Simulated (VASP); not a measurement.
**SrTiO3: geometry relaxation (part 2 of 3)**

The same run, continued: SrTiO3 (P4/mmm, 5 atoms in the cell); Kohn-Sham DFT of a periodic cell, LDA, VASP PAW LDA potentials, recommended, no spin polarisation (VASP 6.6.1); cutoff 600 eV, 8×8×8 k-mesh, Gaussian smearing of 0.02 eV. The structure was built on a prototype by a generator; it need not be a known phase.

Geometry of the input (Å; fractional positions):
```
4.0281  0.0000  0.0000
0.0000  4.0281  0.0000
0.0000  0.0000  3.7786
Sr 0.0000  0.0000  0.0000
Ti 0.5000  0.5000  0.5000
O  0.5000  0.5000  0.0000
O  0.5000  0.0000  0.5000
O  0.0000  0.5000  0.5000
```

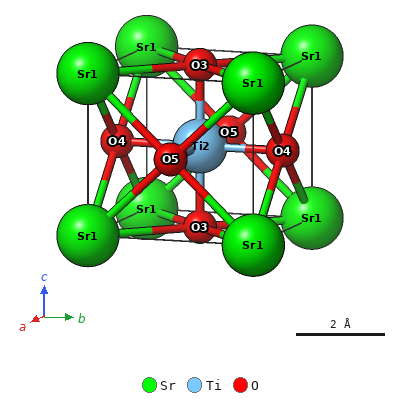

Figure 1. The geometry at step 2 of the log (ball-and-stick view of the cell of the calculation, seen slightly off an axis; atoms are numbered from 1 in the order of the input).

Parts of OUTCAR, continued
```
 Free energy of the ion-electron system (eV)
  ---------------------------------------------------
  ext. energy  EPLUGINS =         0.00000000
  ---------------------------------------------------
  free energy    TOTEN  =       -43.93598602 eV

  energy without entropy =      -43.93598602  energy(sigma->0) =      -43.93598602

------------------------ aborting loop EDIFF was not reached (unconverged)  ----------------------------

  FORCE on cell =-STRESS in cart. coord.  units (eV):
  Direction    XX          YY          ZZ          XY          YZ          ZX
  --------------------------------------------------------------------------------------
  -------------------------------------------------------------------------------------
  Total       -5.8809612     -5.8809612     -0.2410461      0.0000000     -0.0000000      0.0000000
  in kB     -153.6849732   -153.6849732     -6.2991676      0.0000000     -0.0000000      0.0000000
  external PRESSURE =    -104.5563713 kB  Pullay stress =       0.0000000 kB

 VOLUME and BASIS-vectors are now :
 -----------------------------------------------------------------------------
  energy-cutoff  :      600.00
  volume of cell :       61.31
      direct lattice vectors                 reciprocal lattice vectors
     4.028083365  0.000000000  0.000000000     0.248257027  0.000000000  0.000000000
     0.000000000  4.028083365  0.000000000     0.000000000  0.248257027  0.000000000
     0.000000000  0.000000000  3.778597131     0.000000000  0.000000000  0.264648483

 POSITION                                       TOTAL-FORCE (eV/Angst)
 -----------------------------------------------------------------------------------
      0.00000      0.00000      0.00000         0.000000      0.000000      0.000000
      2.01404      2.01404      1.88930         0.000000      0.000000      0.000000
      2.01404      2.01404      0.00000         0.000000      0.000000      0.000000
      2.01404      0.00000      1.88930         0.000000      0.000000      0.000000
      0.00000      2.01404      1.88930         0.000000      0.000000      0.000000
 -----------------------------------------------------------------------------------
    total drift:                                0.000000     -0.000000     -0.000000

  FREE ENERGIE OF THE ION-ELECTRON SYSTEM (eV)
  ---------------------------------------------------
  free  energy   TOTEN  =       -43.9359860199 eV

  energy  without entropy=      -43.9359860199  energy(sigma->0) =      -43.93598602

--------------------------------------- Ionic step        2  -------------------------------------------

 number of electron      40.0000010 magnetization

------------------------ aborting loop because EDIFF is reached ----------------------------------------

  FORCE on cell =-STRESS in cart. coord.  units (eV):
  Direction    XX          YY          ZZ          XY          YZ          ZX
  --------------------------------------------------------------------------------------
  -------------------------------------------------------------------------------------
  Total       -5.6627796     -5.6627796      0.2579173      0.0000000     -0.0000000      0.0000000
  in kB     -148.3282864   -148.3282864      6.7557701      0.0000000     -0.0000000      0.0000000
  external PRESSURE =     -96.6336009 kB  Pullay stress =       0.0000000 kB

 VOLUME and BASIS-vectors are now :
 -----------------------------------------------------------------------------
  energy-cutoff  :      600.00
  volume of cell :       61.17
      direct lattice vectors                 reciprocal lattice vectors
     4.028083365  0.000000000  0.000000000     0.248257027  0.000000000  0.000000000
     0.000000000  4.028083365  0.000000000     0.000000000  0.248257027  0.000000000
     0.000000000  0.000000000  3.769809095     0.000000000  0.000000000  0.265265422

 POSITION                                       TOTAL-FORCE (eV/Angst)
 -----------------------------------------------------------------------------------
      0.00000      0.00000      0.00000         0.000000      0.000000      0.000000
      2.01404      2.01404      1.88490         0.000000      0.000000      0.000000
      2.01404      2.01404      0.00000         0.000000      0.000000      0.000000
      2.01404      0.00000      1.88490         0.000000      0.000000      0.000000
      0.00000      2.01404      1.88490         0.000000      0.000000      0.000000
 -----------------------------------------------------------------------------------
    total drift:                                0.000000     -0.000000     -0.000000

  FREE ENERGIE OF THE ION-ELECTRON SYSTEM (eV)
  ---------------------------------------------------
  free  energy   TOTEN  =       -43.9374428480 eV

  energy  without entropy=      -43.9374428480  energy(sigma->0) =      -43.93744285

--------------------------------------- Ionic step        3  -------------------------------------------

 number of electron      40.0000010 magnetization

------------------------ aborting loop because EDIFF is reached ----------------------------------------

  FORCE on cell =-STRESS in cart. coord.  units (eV):
  Direction    XX          YY          ZZ          XY          YZ          ZX
  --------------------------------------------------------------------------------------
  -------------------------------------------------------------------------------------
  Total       -5.6852223     -5.6852223      0.2288945      0.0000000      0.0000000      0.0000000
  in kB     -148.8941274   -148.8941274      5.9946735      0.0000000      0.0000000      0.0000000
  external PRESSURE =     -97.2645271 kB  Pullay stress =       0.0000000 kB

 VOLUME and BASIS-vectors are now :
 -----------------------------------------------------------------------------
  energy-cutoff  :      600.00
  volume of cell :       61.18
      direct lattice vectors                 reciprocal lattice vectors
     4.028083365  0.000000000  0.000000000     0.248257027  0.000000000  0.000000000
     0.000000000  4.028083365  0.000000000     0.000000000  0.248257027  0.000000000
     0.000000000  0.000000000  3.770366497     0.000000000  0.000000000  0.265226206

 POSITION                                       TOTAL-FORCE (eV/Angst)
 -----------------------------------------------------------------------------------
      0.00000      0.00000      0.00000         0.000000      0.000000      0.000000
      2.01404      2.01404      1.88518         0.000000      0.000000      0.000000
      2.01404      2.01404      0.00000         0.000000      0.000000      0.000000
      2.01404      0.00000      1.88518         0.000000      0.000000      0.000000
      0.00000      2.01404      1.88518         0.000000      0.000000      0.000000
 -----------------------------------------------------------------------------------
    total drift:                                0.000000     -0.000000     -0.000000

  FREE ENERGIE OF THE ION-ELECTRON SYSTEM (eV)
  ---------------------------------------------------
  free  energy   TOTEN  =       -43.9374966626 eV

  energy  without entropy=      -43.9374966626  energy(sigma->0) =      -43.93749666

--------------------------------------- Ionic step        4  -------------------------------------------

 number of electron      40.0000011 magnetization

------------------------ aborting loop because EDIFF is reached ----------------------------------------

  FORCE on cell =-STRESS in cart. coord.  units (eV):
  Direction    XX          YY          ZZ          XY          YZ          ZX
  --------------------------------------------------------------------------------------
  -------------------------------------------------------------------------------------
  Total       -5.7008359     -5.7008359      0.0844028      0.0000000     -0.0000000      0.0000000
  in kB     -149.1444601   -149.1444601      2.2081350      0.0000000     -0.0000000      0.0000000
  external PRESSURE =     -98.6935951 kB  Pullay stress =       0.0000000 kB

 VOLUME and BASIS-vectors are now :
 -----------------------------------------------------------------------------
  energy-cutoff  :      600.00
  volume of cell :       61.24
      direct lattice vectors                 reciprocal lattice vectors
     4.028083365  0.000000000  0.000000000     0.248257027  0.000000000  0.000000000
     0.000000000  4.028083365  0.000000000     0.000000000  0.248257027  0.000000000
     0.000000000  0.000000000  3.774375402     0.000000000  0.000000000  0.264944499

 POSITION                                       TOTAL-FORCE (eV/Angst)
 -----------------------------------------------------------------------------------
      0.00000      0.00000      0.00000         0.000000      0.000000      0.000000
      2.01404      2.01404      1.88719         0.000000      0.000000      0.000000
      2.01404      2.01404      0.00000         0.000000      0.000000      0.000000
      2.01404      0.00000      1.88719         0.000000      0.000000      0.000000
      0.00000      2.01404      1.88719         0.000000      0.000000      0.000000
 -----------------------------------------------------------------------------------
    total drift:                                0.000000     -0.000000     -0.000000

  FREE ENERGIE OF THE ION-ELECTRON SYSTEM (eV)
  ---------------------------------------------------
  free  energy   TOTEN  =       -43.9376521989 eV

  energy  without entropy=      -43.9376521989  energy(sigma->0) =      -43.93765220

--------------------------------------- Ionic step        5  -------------------------------------------

 number of electron      40.0000011 magnetization

 Free energy of the ion-electron system (eV)
  ---------------------------------------------------
  ext. energy  EPLUGINS =         0.00000000
  ---------------------------------------------------
  free energy    TOTEN  =       -43.93766531 eV

  energy without entropy =      -43.93766531  energy(sigma->0) =      -43.93766531

 E-fermi :   3.7931     XC(G=0): -11.6466     alpha+bet :-13.6213

 val. band max:        3.6584174429   @ k =   0.5000   0.5000   0.5000
 cond. band min:       5.2743115856   @ k =   0.0000   0.0000   0.0000
 fundamental gap:      1.6158941427
 Fermi energy:         3.7931342216

 k-point     1 :       0.0000    0.0000    0.0000
  band No.  band energies     occupation
      1     -52.1855      2.00000
      2     -28.9352      2.00000
      3     -28.8716      2.00000
      4     -28.8026      2.00000
      5     -28.8026      2.00000
      6     -13.4746      2.00000
      7     -12.4762      2.00000
      8     -12.2543      2.00000
      9     -11.0550      2.00000
     10     -11.0550      2.00000
     11     -10.9684      2.00000
     12       0.6856      2.00000
     13       0.6856      2.00000
     14       1.0552      2.00000
     15       2.4367      2.00000
     16       2.4367      2.00000
     17       2.6624      2.00000
     18       3.2481      2.00000
     19       3.2481      2.00000
     20       3.3128      2.00000
     21       5.2743      0.00000
     22       5.3903      0.00000
     23       5.3903      0.00000
     24       7.7295      0.00000

 k-point     2 :       0.1250    0.0000    0.0000
  band No.  band energies     occupation
      1     -52.1853      2.00000
      2     -28.9449      2.00000
      3     -28.8713      2.00000
      4     -28.8023      2.00000
      5     -28.7974      2.00000
      6     -13.5005      2.00000
      7     -12.4575      2.00000
      8     -12.2849      2.00000
      9     -11.0499      2.00000
     10     -10.9631      2.00000
     11     -10.9316      2.00000
     12       0.5327      2.00000
     13       0.6704      2.00000
     14       1.0504      2.00000
     15       2.2663      2.00000
     16       2.3053      2.00000
     17       2.4787      2.00000
     18       2.7889      2.00000
     19       3.1585      2.00000
     20       3.2192      2.00000
     21       5.4097      0.00000
     22       5.5976      0.00000
     23       5.6972      0.00000
     24       7.7436      0.00000

 k-point     3 :       0.2500    0.0000    0.0000
  band No.  band energies     occupation
      1     -52.1850      2.00000
      2     -28.9667      2.00000
      3     -28.8706      2.00000
      4     -28.8015      2.00000
      5     -28.7864      2.00000
      6     -13.5854      2.00000
      7     -12.4469      2.00000
      8     -12.2453      2.00000
      9     -11.0374      2.00000
     10     -10.9501      2.00000
     11     -10.6849      2.00000
     12       0.1597      2.00000
     13       0.6347      2.00000
     14       1.0438      2.00000
     15       1.8990      2.00000
     16       1.9170      2.00000
     17       2.0501      2.00000
     18       2.0852      2.00000
     19       3.0384      2.00000
     20       3.0737      2.00000
     21       5.4575      0.00000
     22       6.2502      0.00000
     23       6.3166      0.00000
     24       7.8246      0.00000

 k-point     4 :       0.3750    0.0000    0.0000
  band No.  band energies     occupation
      1     -52.1846      2.00000
      2     -28.9871      2.00000
      3     -28.8700      2.00000
      4     -28.8008      2.00000
      5     -28.7766      2.00000
      6     -13.6881      2.00000
      7     -12.4556      2.00000
      8     -12.1171      2.00000
      9     -11.0249      2.00000
     10     -10.9371      2.00000
     11     -10.4815      2.00000
     12      -0.2301      2.00000
     13       0.6006      2.00000
     14       1.0509      2.00000
     15       1.2985      2.00000
     16       1.5875      2.00000
     17       1.7404      2.00000
     18       1.7839      2.00000
     19       2.9633      2.00000
     20       2.9663      2.00000
     21       5.5067      0.00000
     22       6.8212      0.00000
     23       6.8556      0.00000
     24       7.8530      0.00000

 k-point     5 :       0.5000    0.0000    0.0000
  band No.  band energies     occupation
      1     -52.1845      2.00000
      2     -28.9953      2.00000
      3     -28.8697      2.00000
      4     -28.8005      2.00000
      5     -28.7729      2.00000
      6     -13.7329      2.00000
      7     -12.4578      2.00000
      8     -12.0516      2.00000
      9     -11.0196      2.00000
     10     -10.9317      2.00000
     11     -10.4060      2.00000
     12      -0.3984      2.00000
     13       0.5872      2.00000
     14       1.0632      2.00000
     15       1.0777      2.00000
     16       1.4704      2.00000
     17       1.6012      2.00000
     18       1.6870      2.00000
     19       2.9271      2.00000
     20       2.9376      2.00000
     21       5.5275      0.00000
     22       7.0462      0.00000
     23       7.0667      0.00000
     24       7.8609      0.00000

 [... the levels of 18 k-points are left out ...]

 k-point    24 :       0.5000    0.1250    0.1250
  band No.  band energies     occupation
      1     -52.1839      2.00000
      2     -28.9763      2.00000
      3     -28.8854      2.00000
      4     -28.8071      2.00000
      5     -28.7849      2.00000
      6     -13.5514      2.00000
      7     -12.4062      2.00000
      8     -12.2304      2.00000
      9     -11.0262      2.00000
     10     -10.7702      2.00000
     11     -10.4798      2.00000
     12      -0.4231      2.00000
     13       0.3186      2.00000
     14       0.4843      2.00000
     15       0.8518      2.00000
     16       0.8781      2.00000
     17       2.1838      2.00000
     18       2.1868      2.00000
     19       2.4992      2.00000
     20       2.6589      2.00000
     21       6.1008      0.00000
     22       7.0672      0.00000
     23       7.1154      0.00000
     24       8.5381      0.00000

 [... further k-points ...]

------------------------ aborting loop because EDIFF is reached ----------------------------------------

  FORCE on cell =-STRESS in cart. coord.  units (eV):
  Direction    XX          YY          ZZ          XY          YZ          ZX
  --------------------------------------------------------------------------------------
  -------------------------------------------------------------------------------------
  Total       -5.7273719     -5.7273719     -0.0033782      0.0000000      0.0000000      0.0000000
  in kB     -149.7698675   -149.7698675     -0.0883402      0.0000000      0.0000000      0.0000000
  external PRESSURE =     -99.8760251 kB  Pullay stress =       0.0000000 kB

 VOLUME and BASIS-vectors are now :
 -----------------------------------------------------------------------------
  energy-cutoff  :      600.00
  volume of cell :       61.27
      direct lattice vectors                 reciprocal lattice vectors
     4.028083365  0.000000000  0.000000000     0.248257027  0.000000000  0.000000000
     0.000000000  4.028083365  0.000000000     0.000000000  0.248257027  0.000000000
     0.000000000  0.000000000  3.776109833     0.000000000  0.000000000  0.264822806

 POSITION                                       TOTAL-FORCE (eV/Angst)
 -----------------------------------------------------------------------------------
      0.00000      0.00000      0.00000         0.000000      0.000000      0.000000
      2.01404      2.01404      1.88805         0.000000      0.000000      0.000000
      2.01404      2.01404      0.00000         0.000000      0.000000      0.000000
      2.01404      0.00000      1.88805         0.000000      0.000000      0.000000
      0.00000      2.01404      1.88805         0.000000      0.000000      0.000000
 -----------------------------------------------------------------------------------
    total drift:                                0.000000     -0.000000     -0.000000

  FREE ENERGIE OF THE ION-ELECTRON SYSTEM (eV)
  ---------------------------------------------------
  free  energy   TOTEN  =       -43.9376653050 eV

  energy  without entropy=      -43.9376653050  energy(sigma->0) =      -43.93766531

 reached required accuracy - stopping structural energy minimisation
```

CONTCAR
```
SrTiO3
   1.00000000000000
     4.0280833649999996    0.0000000000000000    0.0000000000000000
     0.0000000000000000    4.0280833649999996    0.0000000000000000
     0.0000000000000000    0.0000000000000000    3.7761098331341838
  Sr              Ti              O
     1     1     3
Direct
     0.0000000000000000    0.0000000000000000    0.0000000000000000
     0.5000000000000000    0.5000000000000000    0.5000000000000000
     0.5000000000000000    0.5000000000000000    0.0000000000000000
     0.5000000000000000    0.0000000000000000    0.5000000000000000
     0.0000000000000000    0.5000000000000000    0.5000000000000000

  0.00000000E+00  0.00000000E+00  0.00000000E+00
  0.00000000E+00  0.00000000E+00  0.00000000E+00
  0.00000000E+00  0.00000000E+00  0.00000000E+00
  0.00000000E+00  0.00000000E+00  0.00000000E+00
  0.00000000E+00  0.00000000E+00  0.00000000E+00
```

Trajectory as extended XYZ (Å, eV, eV/Å), 5 frames, from step=0 to step=4
```
5
Lattice="4.0281 0.0000 0.0000 0.0000 4.0281 0.0000 0.0000 0.0000 3.7786" Properties=species:S:1:pos:R:3:forces:R:3 step=0 energy=-43.93599
Sr    0.0000    0.0000    0.0000    0.0000   0.0000   0.0000
Ti    2.0140    2.0140    1.8893    0.0000   0.0000   0.0000
O     2.0140    2.0140    0.0000    0.0000   0.0000   0.0000
O     2.0140    0.0000    1.8893    0.0000   0.0000   0.0000
O     0.0000    2.0140    1.8893    0.0000   0.0000   0.0000
5
Lattice="4.0281 0.0000 0.0000 0.0000 4.0281 0.0000 0.0000 0.0000 3.7698" Properties=species:S:1:pos:R:3:forces:R:3 step=1 energy=-43.93744
Sr    0.0000    0.0000    0.0000    0.0000   0.0000   0.0000
Ti    2.0140    2.0140    1.8849    0.0000   0.0000   0.0000
O     2.0140    2.0140    0.0000    0.0000   0.0000   0.0000
O     2.0140    0.0000    1.8849    0.0000   0.0000   0.0000
O     0.0000    2.0140    1.8849    0.0000   0.0000   0.0000
5
Lattice="4.0281 0.0000 0.0000 0.0000 4.0281 0.0000 0.0000 0.0000 3.7704" Properties=species:S:1:pos:R:3:forces:R:3 step=2 energy=-43.93750
Sr    0.0000    0.0000    0.0000    0.0000   0.0000   0.0000
Ti    2.0140    2.0140    1.8852    0.0000   0.0000   0.0000
O     2.0140    2.0140    0.0000    0.0000   0.0000   0.0000
O     2.0140    0.0000    1.8852    0.0000   0.0000   0.0000
O     0.0000    2.0140    1.8852    0.0000   0.0000   0.0000
5
Lattice="4.0281 0.0000 0.0000 0.0000 4.0281 0.0000 0.0000 0.0000 3.7744" Properties=species:S:1:pos:R:3:forces:R:3 step=3 energy=-43.93765
Sr    0.0000    0.0000    0.0000    0.0000   0.0000   0.0000
Ti    2.0140    2.0140    1.8872    0.0000   0.0000   0.0000
O     2.0140    2.0140    0.0000    0.0000   0.0000   0.0000
O     2.0140    0.0000    1.8872    0.0000   0.0000   0.0000
O     0.0000    2.0140    1.8872    0.0000   0.0000   0.0000
5
Lattice="4.0281 0.0000 0.0000 0.0000 4.0281 0.0000 0.0000 0.0000 3.7761" Properties=species:S:1:pos:R:3:forces:R:3 step=4 energy=-43.93767
Sr    0.0000    0.0000    0.0000    0.0000   0.0000   0.0000
Ti    2.0140    2.0140    1.8881    0.0000   0.0000   0.0000
O     2.0140    2.0140    0.0000    0.0000   0.0000   0.0000
O     2.0140    0.0000    1.8881    0.0000   0.0000   0.0000
O     0.0000    2.0140    1.8881    0.0000   0.0000   0.0000
```
